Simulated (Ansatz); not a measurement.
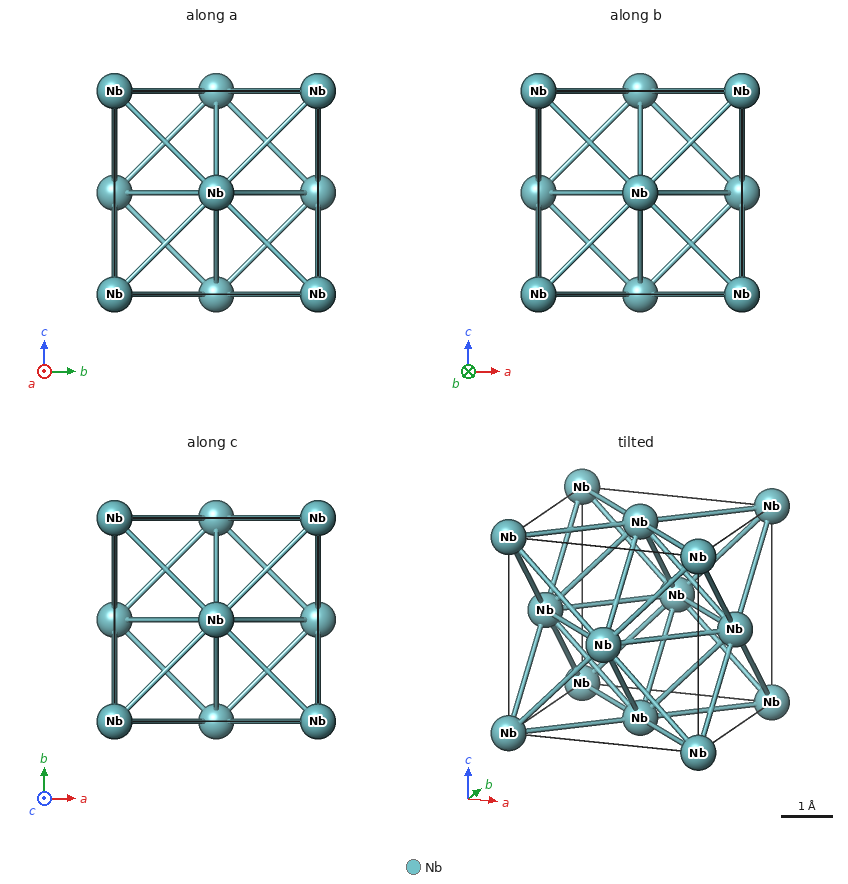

We look at a ball-and-stick model of the crystal along the a axis, along the b axis, along the c axis and slightly off an axis. The conventional unit cell is outlined; an atom on or near a face, edge or corner is repeated at each equivalent position.

Lattice parameters: a = 4.029 Å, b = 4.029 Å, c = 4.029 Å, α = 90.00°, β = 90.00°, γ = 90.00°. Put a along x and b in the xy plane.

**From the views, write a POSCAR file.**

```
Nb
1.0
     4.029    0.000    0.000
     0.000    4.029    0.000
     0.000    0.000    4.029
Nb
4
Direct
  0.0000 0.0000 0.0000
  0.0000 0.5000 0.5000
  0.5000 0.0000 0.5000
  0.5000 0.5000 0.0000
```

Starting structure: a structure type filled with this element by a generator (whether the element takes this form wasn't checked). Earlier steps of the study may have refined or changed the cell and positions. Ansatz was used for an electronic-structure calculation on it.

At this level of theory the cell isn't at rest (compressed, at 17 GPa), so its distances can differ from those at equilibrium, the more so the softer the solid.
